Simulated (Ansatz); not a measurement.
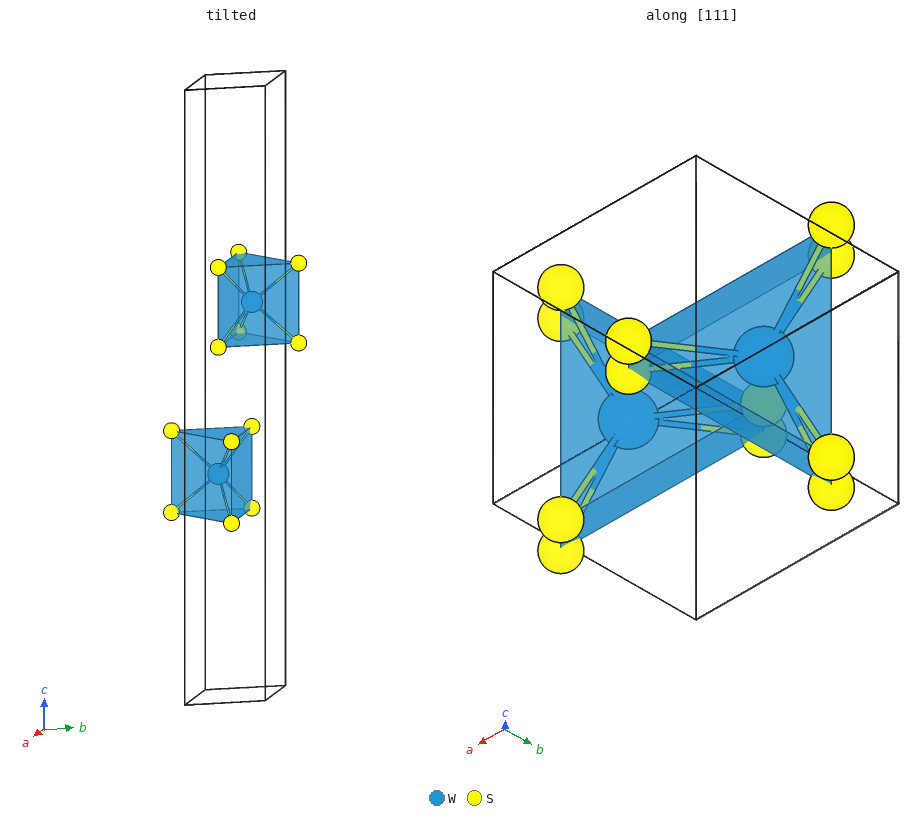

The figure gives a polyhedral picture of the atoms, viewed slightly off an axis and along [111]. The simulation cell is outlined; an atom on or near a face, edge or corner is repeated at each equivalent position. Some atoms of the next cells are drawn as well. Cell: a = 3.146 Å, b = 3.146 Å, c = 23.567 Å, α = 90.00°, β = 90.00°, γ = 120.00°.

The structure is one of WS2. The cell has 6 atoms, namely 2 W, 4 S. The polyhedra are WS6 trigonal prisms; they share edges. Around each W lie six S in a trigonal prismatic arrangement at about 2.4 Å. S sits among three W in a trigonal pyramidal arrangement at about 2.4 Å. Not all metal-metal contacts are counted. The bonds build WS2 layers parallel to (001).

The model was built from a structure listed in the Materials Project. The cell was then strained or its atoms displaced on purpose. It was the input of a calculation with Ansatz.

At this level of theory the cell isn't at rest (forces up to 1.5 eV/Å), so its distances can differ from those at equilibrium, the more so the softer the solid.
